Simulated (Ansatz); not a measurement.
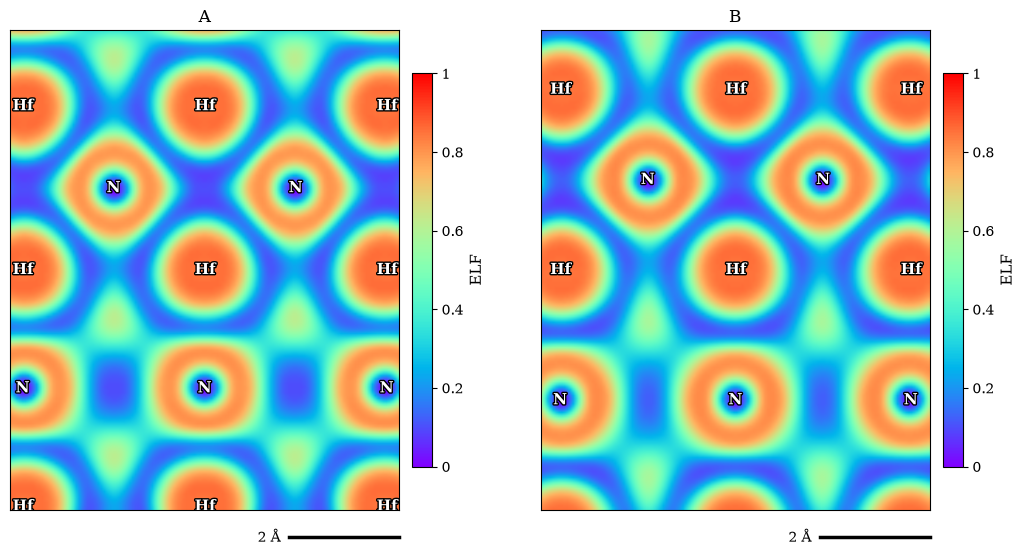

Hf$_{2}$N. The ELF of two cells that differ in size and shape, on the (110) plane of each (indices in the axes of the calculation cell), at one length scale and on one colour scale: B has 16.9 Å³ an atom and A 14.5.

The calculation used Ansatz 0.2.0, DFT PBEsol, scalar-relativistic, plane waves, PAW.

In a PAW calculation such maps are meaningful between the atoms, not at the nuclei.

What changes from the larger cell to the smaller?

Answer. From the larger cell to the smaller, Hf–N goes from 2.28 to 2.14 Å, and the density at its midpoint from 0.49 to 0.65 e/Å³; Hf–Hf goes from 3.18 to 2.97 Å, the ELF there from 0.25 to 0.10; the pressure goes from −17 to 9 GPa.

PAW datasets: the set soft_1.
